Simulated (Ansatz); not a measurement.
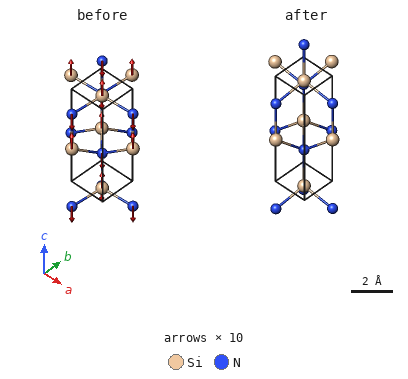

The structure of solid SiN (a generated structure, set up in P6_3mc) (coarse preliminary run) before (left) and after (right) a relaxation, at one scale. The red arrows give the displacements (the part carried along by the change of the cell is left out), magnified 10 times.

The picture is a ball-and-stick view of the cell of the calculation, seen from a free direction.

Case: C → N on all its sites, cell and atoms relaxed.

Method: Ansatz 0.2.0, DFT r2SCAN, scalar-relativistic, plane waves, PAW. Settings: plane-wave cutoff 500 eV; k-point mesh 6 × 6 × 4; occupations gaussian; smearing width 0.1 eV; no spin polarisation; cell and atoms relaxed; force threshold 0.05 eV/Å; at most 60 steps.

Summarise the run.

The energy falls by 249 meV per atom in 5 accepted moves (6 points after the start). The largest force component goes from 1.3 to 0.0012 eV/Å. Pressure: 1.12 GPa at the start and 0.13 GPa at the end. The SCF was repeated once at an unchanged geometry on a basis and grid sized afresh for the cell, which shifted the energy by 0.5 meV per atom at most. The largest moves relative to the cell, 0.089 Å, are those of Si and N atoms. By element the largest moves are Si 0.089 Å, N 0.089 Å. The volume changes by −1.7 %, with a = b 3.023 → 2.809 Å (−7.1 %), c 4.963 → 5.649 Å (+13.8 %). Among the contacts that change: N–Si 1.865 → 1.944 Å, N–Si 1.851 → 1.845 Å. Bond angles that change, for instance: Si–N–Si 109.5° → 99.1°, N–Si–N 109.5° → 99.1°, Si–N–Si 109.5° → 118.5°. The space group stays P6_3mc (No. 186).
